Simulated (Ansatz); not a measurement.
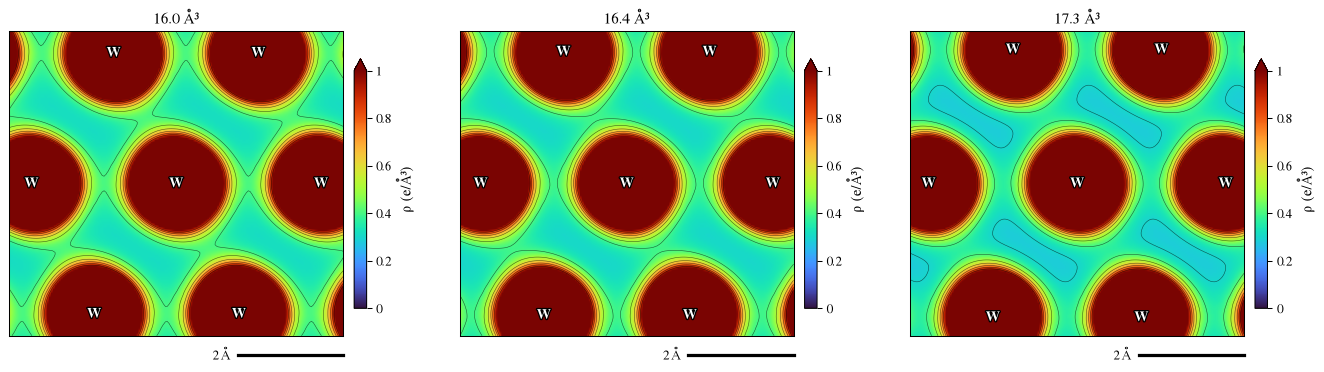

W. The valence electron density of cells scaled evenly to different volumes (given per atom above each panel), on the (011) plane of each (indices in the axes of the cell below), at one length scale and on one colour scale.

PAW files of the earlier set (soft_1).

All numbers below come from DFT PBEsol, scalar-relativistic, plane waves, PAW (Ansatz).

The density is the valence pseudo-density of a PAW calculation; it isn't the true density close to the nuclei.

The largest cell:

```xyz
1
Lattice="0.0000 2.3936 1.5060 2.3936 0.0000 1.5060 2.3936 2.3936 0.0000" Properties=species:S:1:pos:R:3 pbc="T T T"
W     0.0000    0.0000    0.0000
```

| volume (Å³/atom) | W–W contact in the plane (Å) | ρ at its midpoint (e/Å³) | pressure (GPa) | 
| --- | --- | --- | --- |
| 15.98 | 2.756 | 0.407 | −3.4 | 
| 16.41 | 2.781 | 0.394 | −11.0 | 
| 16.83 | 2.805 | ? | ? | 
| 17.26 | 2.828 | 0.369 | −23.2 | 

### What values belong in the row with question marks?

Over the known rows ln ρ falls by 1.37 per Å of W–W distance (a least-squares line), which gives 0.381 e/Å³ at 2.805 Å; the calculation gives 0.381 e/Å³. For the pressure, a straight line in volume between the neighbouring rows gives −17.0 GPa; the calculation gives −17.5, lower because pressure rises ever faster on compression.
